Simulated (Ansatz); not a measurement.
System: Bi (slab).

Input

```
crystal:
  lattice:
    - [4.5331841758, 0.0, 0.0]
    - [-2.2665920879, 3.9258526563, 0.0]
    - [0.0, 0.0, 24.4148639315]
  atoms:
    - { symbol: Bi, position: [0.3333333333, 0.6666666667, 0.307189916] }
    - { symbol: Bi, position: [0.6666666667, 0.3333333333, 0.3744546613] }
    - { symbol: Bi, position: [0.0, 0.0, 0.4663676274] }
    - { symbol: Bi, position: [0.3333333333, 0.6666666667, 0.5336323726] }
    - { symbol: Bi, position: [0.6666666667, 0.3333333333, 0.6255453387] }
    - { symbol: Bi, position: [0.0, 0.0, 0.692810084] }
basis:
  ecutwfc: 420
kpoints:
  mp_grid: { grid: [9, 9, 1] }
hamiltonian:
  xc: pbe
  dispersion: d3bj
scf:
  occupations: { method: gaussian, width: 0.1 }
output:
  forces: true
  eigenvalues: true
  write_density: true
  write_potential: true
  elf: true
  volumetric_format: npy
relax:
  adjacent_minimum: "off"
  f_tol: 0.02
  max_steps: 60
efield:
  axis: 3
  dipole_correction: true
  ramp_width: 0.04
```

Launched as:

```sh
ansatz run input.yaml --threads 2 --pin off --max-ram 5632MiB --backend cpu --events-out ev --progress --plain --runs-dir out
```

The fields are those of the relaxed geometry.

Built by placing these elements on a known structure type.

Computed with DFT PBE+D3(BJ), scalar-relativistic, plane waves, PAW (Ansatz 0.2.0).

Predict the valence pseudo-density and electron localisation function between the atoms.

Bi–Bi (3.07 Å): ρ at the midpoint is about 0.29 e/Å³; the ELF reaches about 0.50 near the midpoint.

Does the calculation give a band gap?

It is metallic or semimetallic at this level of theory: no gap opens.

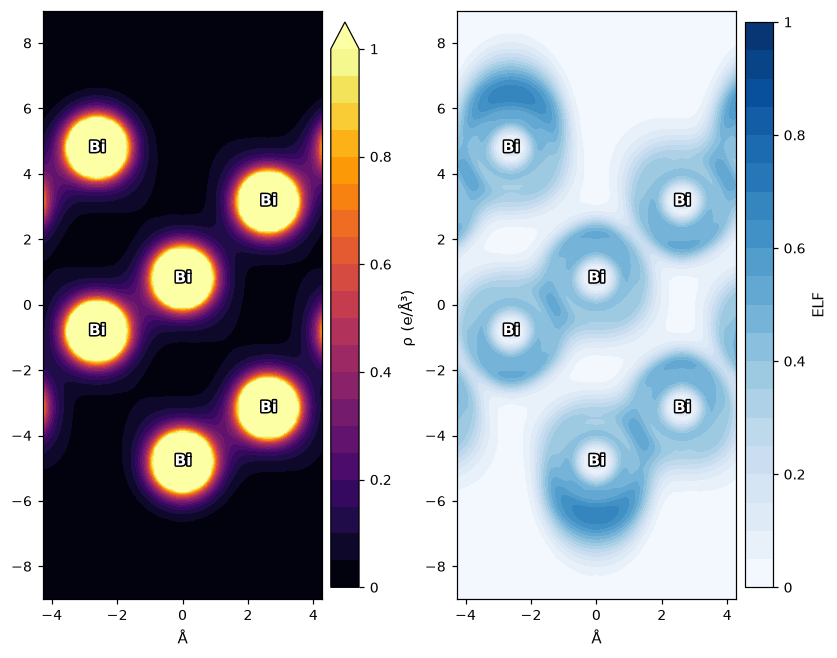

Computed valence pseudo-density and electron localisation function on the (110) plane of the calculation cell, a cut from vacuum to vacuum, in this order. 

The density is the valence pseudo-density of a PAW calculation; it isn't the true density close to the nuclei.
